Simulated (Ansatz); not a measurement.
# Single-point calculation of AlNi3

System: AlNi3 (I4mm, 4 atoms in the cell).
Method: DFT PBEsol, scalar-relativistic, plane waves, PAW, no spin polarisation (Ansatz 0.2.0).

The structure derives from a Materials Project entry. Figures and captions count atoms from 1; the log counts them from 0 in places.

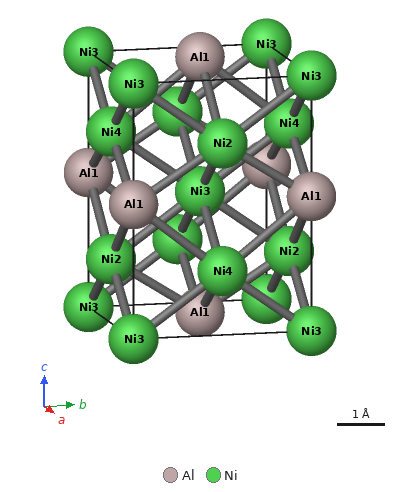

*The structure as given in the input (ball-and-stick view of the cell 2 times as large as that of the calculation, set on its symmetry axes, seen slightly off an axis; atoms are numbered from 1 in the order of the input).*

## Summary

```tsv
quantity	value
outcome	converged
space group (tolerance 0.01 Å)	I4mm (107)
electrons treated	57
free energy	−17940.9060 eV
Fermi energy	16.285 eV
gap on the k-point mesh	none (metallic)
pressure	0.31 GPa
largest force (length of the vector)	1.369 eV/Å
hardware	1 thread of Arm Neoverse V1, 24 GiB of memory available, shared host
wall time	54 s
peak memory	0.43 GiB
```

## Remarks

The run has no spin polarisation, so a magnetic state may lie lower.

## Input
```yaml
crystal:
  lattice:
    - [0.0, 2.8018887551, 2.8018887551]
    - [2.8018887551, 0.0, 2.8018887551]
    - [2.8018887551, 2.8018887551, 0.0]
  atoms:
    - { symbol: Al, position: [0.526767658, 0.473232342, 0.526767658] }
    - { symbol: Ni, position: [0.25, 0.25, 0.25] }
    - { symbol: Ni, position: [0.0, 0.0, 0.0] }
    - { symbol: Ni, position: [0.75, 0.75, 0.75] }
basis:
  ecutwfc: 500
  fft_grid_basis: typed
kpoints:
  mp_grid: { grid: [10, 10, 10] }
hamiltonian:
  xc: pbesol
scf:
  occupations: { method: gaussian, width: 0.05 }
output:
  forces: true
  stress: true
  eigenvalues: true
  bader: true
  write_density: true
  volumetric_format: npy
```

Launch command:
```bash
ansatz run input.yaml --threads 1 --pin off --max-ram 2560MiB --backend cpu --events-out ev --progress --plain --runs-dir out
```

## What the program printed
```
Engine: ansatz 0.2.0, aarch64-unknown-linux-gnu
Pseudopotentials: kind: paw
Pseudopotential: Al, paw, valence charge 3, recommended cutoff 420 eV (normal), Al.paw.azcp
Pseudopotential: Ni, paw, valence charge 18, recommended cutoff 420 eV (normal), Ni.paw.azcp
Functional definition: PBEsol
  exchange = pbesol_x
  correlation = pbesol_c
Crystal: 4 atoms, lattice volume = 43.993 Å³
Basis set: ecut = 500 eV, 1139 PW (Γ), exchange–correlation on 60×60×60 points (8 copies of the dense FFT grid, shifted against one another)
Bands: 35, of which v1, the nominal top of the filled ones, is band 29 counted from 1 (28 counted from 0)
Symmetry: 8 space group operations
Space group: I4mm (ITA 107), of the structure as read, at distance tolerance 3.5e-5 Å
k-points: 102 of 1000 (time reversal used)
Non-local potential: Al, projectors of the file, l = 0: 2, l = 1: 2, l = 2: 1
Non-local potential: Ni, projectors of the file, l = 0: 3, l = 1: 2, l = 2: 3, l = 3: 1
PAW form: soft (Blöchl's): semilocal exchange-correlation on the pseudo side does not see the compensation charge
PAW frozen core: Al, regenerated for the run's functional, and the local potential with it (the file was generated under x = pbe(κ = 0.804, μ = 0.2195149727645171), c = pbe(β = 0.06672455060314922))
PAW frozen core: Ni, regenerated for the run's functional, and the local potential with it (the file was generated under x = pbe(κ = 0.804, μ = 0.2195149727645171), c = pbe(β = 0.06672455060314922))
PAW one-centre angular grid: Al, 110 points (default); XC on 64 Gauss nodes
PAW one-centre angular grid: Ni, 590 points (default); XC on 64 Gauss nodes
Initial density: superposition of atomic densities (neutral atoms: chi_scale 0, normalization atom), corrected by the library's trained network
Initial wavefunctions: pseudopotential atomic-orbital guess
Functional: x = pbesol(κ = 0.804, μ = 0.12345679012345678), c = pbesol(β = 0.046)
SCF iter   1: F=—  HF=-17940.935545 eV  |F-HF|=—  |Δ(HF+E_count)|=         —  Δρ=2.80e-2  dr2=2.23e-1  ethr=1.77e-3  ⟨swp⟩=6.0  Hψ=12942  notcnv=0
preconditioner: auto → Kerker (q_TF=auto, 2.849 Å⁻¹)  [metal: Δε(μ)=0.020 eV  Ē_g=7.557 eV  σ=0.050 eV  W_gap=0.22  n_scr=14 (ndim 8)  ℏωp=32.2 eV  f_vac=0.001  D(μ)=1.73/eV (n_scr^D=14)]
SCF iter   2: F=—  HF=-17940.908387 eV  |F-HF|=—  |Δ(HF+E_count)|=   2.72e-2  Δρ=7.66e-3  dr2=2.20e-2  ethr=3.91e-4  ⟨swp⟩=2.8  Hψ=6653  notcnv=0  defer=152
SCF iter   3: F=—  HF=-17940.906256 eV  |F-HF|=—  |Δ(HF+E_count)|=   2.13e-3  Δρ=2.08e-3  dr2=2.12e-3  ethr=3.86e-5  ⟨swp⟩=1.5  Hψ=3589  notcnv=0  defer=152
SCF iter   4: F=—  HF=-17940.906008 eV  |F-HF|=—  |Δ(HF+E_count)|=   2.48e-4  Δρ=4.24e-4  dr2=3.26e-5  ethr=3.71e-6  ⟨swp⟩=2.3  Hψ=4955  notcnv=0  defer=152
SCF iter   5: F=—  HF=-17940.906037 eV  |F-HF|=—  |Δ(HF+E_count)|=   2.90e-5  Δρ=1.70e-4  dr2=6.29e-6  ethr=5.72e-8  ⟨swp⟩=2.0  Hψ=6360  notcnv=0  defer=152
SCF iter   6: F=—  HF=-17940.906036 eV  |F-HF|=—  |Δ(HF+E_count)|=   1.30e-6  Δρ=6.65e-5  dr2=2.00e-6  ethr=1.10e-8  ⟨swp⟩=2.4  Hψ=5074  notcnv=0  defer=152
SCF iter   7: F=—  HF=-17940.906036 eV  |F-HF|=—  |Δ(HF+E_count)|=   1.62e-7  Δρ=1.43e-5  dr2=1.00e-7  ethr=3.51e-9  ⟨swp⟩=1.0  Hψ=3420  notcnv=0  defer=152
SCF iter   8: F=-17940.906036 eV  HF=-17940.906036 eV  |F-HF|=2.58e-9  |Δ(HF+E_count)|=   8.60e-9  Δρ=2.94e-6  dr2=3.24e-9  ethr=1.75e-10  ⟨swp⟩=8.0  Hψ=15089  notcnv=0
SCF 1 converged in 8 iterations: F = -17940.906036 eV  dr2 = 3.24e-9
  greatest PAW one-centre occupation: 1.001 electrons in one spin orbital (limit 2), on the Ni atom at site 3 (counted from 0), in its partial waves of l = 1
SCF converged after 8 iterations
Free energy (F): -17940.906036 eV
Harris-Foulkes:  -17940.906036 eV  (|F-HF|=2.58e-9)
Internal energy: -17940.903648 eV  (E = F + TS)
E sigma→0 (E₀):  -17940.904842 eV
Entropy (-TS):   -0.002388 eV (-0.597 meV/atom)
Fermi energy:    16.285046 eV
--- Per-component energies (eV) ---
  E_band       = -905.925072
  E_kinetic    = 881.425423
  E_local      = -11863.381375  (includes V_loc(G=0)·N_el)
  E_nonlocal   = 1926.626106
  E_hartree    = 5048.775428
  E_xc         = -295.556990
  E_vxc        = -360.690773  (∫ρ·V_xc dr)
  E_paw        = -5246.761067  (= ΣΔE_a)
  E_vpaw       = -1587.457165  (= ΣTr[D̂ρ^β])
  E_aug_tail   = 0.000679  (compensation charges beyond the density's cutoff)
  E_ewald      = -8392.642857
  E_core_change = 0.611006  (= ΣΔE_core)
  E_smearing   = -0.002388  (= −TS)
  E_closure    = 0.000000  (closes the sum)
  Σ components = -17940.906036   (vs F -17940.906036, Δ=0.00e0)
--- Forces (eV/Å), atoms counted from 1 ---
  atom   1  Al     0.00000000    -1.36864363     0.00000000
  atom   2  Ni     0.00000000     0.56382064     0.00000000
  atom   3  Ni     0.00000000     0.24099289     0.00000000
  atom   4  Ni    -0.00000000     0.56382064    -0.00000000
  max |Σ_I F_I| component: 9.45e-6 eV/Å
--- Stress (GPa, compression-positive) ---
        0.569344       0.000000       0.000000
        0.000000      -0.211317       0.000000
        0.000000       0.000000       0.569344
  P = ⅓ Tr σ = 0.3091 GPa (3.091 kbar)
--- Band table (eV; the first three rows and the last of 102) ---
  k-point 0: bands = ["-86.4302", "-86.4215", "-86.1926", "-47.0194", "-47.0194", "-46.9917", "-46.9805", "-46.9608", "-46.9608", "-46.7387", "-46.7305", "-46.7305", "6.0302", "12.5293", "12.6490", "12.7890", "12.7890", "12.9022", "13.8724", "13.8724", "13.8879", "15.3676", "15.3821", "15.3821", "15.7313", "15.7396", "15.7728", "15.7826", "21.5778", "21.5778", "21.7278", "22.1514", "22.3431", "22.3431", "23.5286"]
  k-point 1: bands = ["-86.4299", "-86.4216", "-86.1928", "-47.0201", "-47.0197", "-46.9924", "-46.9802", "-46.9609", "-46.9596", "-46.7387", "-46.7307", "-46.7300", "6.1791", "12.5086", "12.6007", "12.7303", "12.9169", "12.9790", "13.8478", "13.8566", "13.8704", "15.2333", "15.2912", "15.2961", "15.7555", "15.7603", "15.7756", "15.7764", "20.1674", "21.2392", "21.2889", "22.2750", "22.6921", "22.8586", "24.0494"]
  k-point 2: bands = ["-86.4290", "-86.4221", "-86.1932", "-47.0212", "-47.0205", "-46.9937", "-46.9796", "-46.9613", "-46.9577", "-46.7389", "-46.7309", "-46.7290", "6.6198", "12.3828", "12.5899", "12.6047", "13.1448", "13.1752", "13.6908", "13.8208", "13.8315", "14.9813", "15.0854", "15.0867", "15.7200", "15.7275", "15.8210", "15.8233", "18.4628", "20.8352", "20.8571", "22.1053", "22.6161", "22.7429", "24.3632"]
  k-point 101: bands = ["-86.4258", "-86.4236", "-86.1948", "-47.0339", "-47.0339", "-46.9976", "-46.9603", "-46.9553", "-46.9553", "-46.7544", "-46.7217", "-46.7217", "9.9202", "10.4903", "12.1014", "12.2911", "13.6747", "13.6747", "13.7607", "14.3017", "14.3017", "14.8517", "15.0454", "15.0454", "15.2164", "15.5471", "15.6988", "15.9147", "15.9548", "15.9548", "16.2595", "20.5208", "20.9658", "28.9202", "28.9202"]
--- Bader charges: 4 sites ---
  site symbol  charge [e]  shift [e]
     0     Al      1.8453     0.0018
     1     Ni     -0.8086     0.0000
     2     Ni     -0.2281     0.0018
     3     Ni     -0.8086     0.0000
  estimated error of the sums over rays = 6.3e-4 e
```

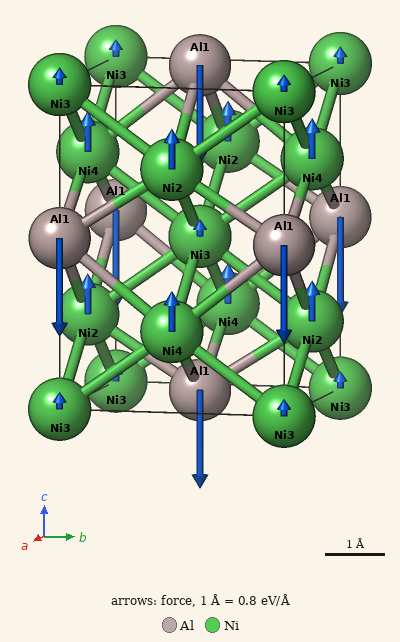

*Forces on the atoms as blue arrows (ball-and-stick view of the cell 2 times as large as that of the calculation, set on its symmetry axes, seen slightly off an axis; atoms are numbered from 1 in the order of the input).*

The largest act on Al1 (1.37 eV/Å); Ni2, Ni4 (0.56 eV/Å). The geometry is not a stationary point of this energy.

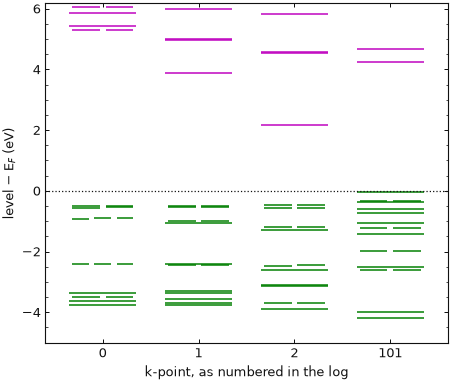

*Kohn–Sham levels near the Fermi level (dotted) at the few k-points that the log prints; levels within 0.02 eV of each other stand side by side.*

The system is metallic on the full mesh.
